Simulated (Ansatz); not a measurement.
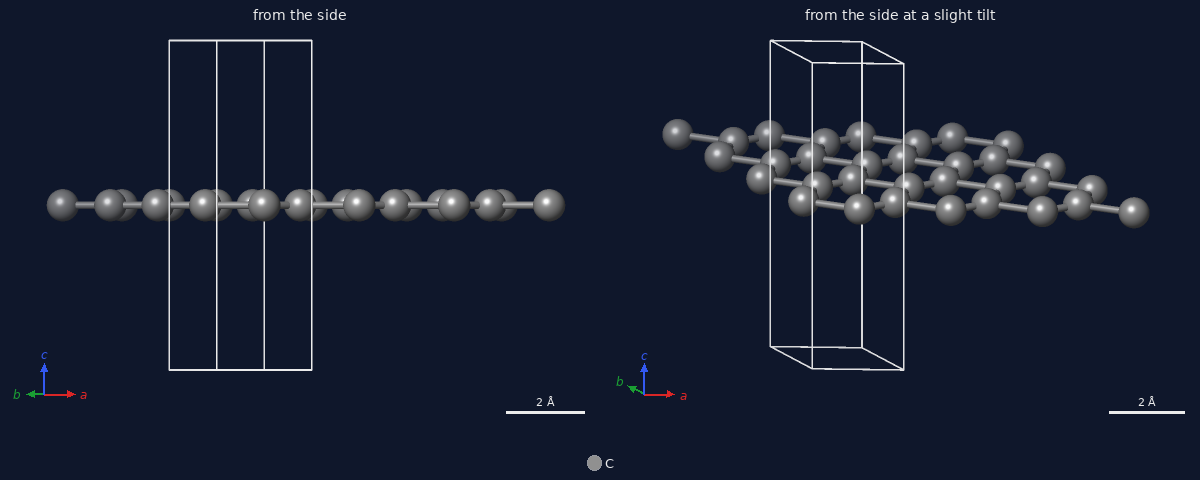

A ball-and-stick picture of a periodic sheet, seen from the side and from the side at a slight tilt. The surface normal points up in side views; the box is the simulation cell. 4×4 cells are drawn in the plane, with atoms at the edges repeated.

The cell holds 2 C.

> What is its extent along the surface normal?

About 0.0 Å from the lowest to the highest atom, with about 9 Å of vacuum to the next image.

> Give the coordination of the atoms.

The C atoms are each bonded to three C at about 1.2 to 1.7 Å. The bonds build C layers parallel to the surface.

Provenance: a structure listed in the Materials Project. The cell was then strained or its atoms displaced on purpose. It was the input of a calculation with Ansatz.

At this level of theory the run's own cell isn't at rest (compressed, at 15 GPa and forces up to 17.7 eV/Å), so its distances can differ from those at equilibrium, the more so the softer the solid.
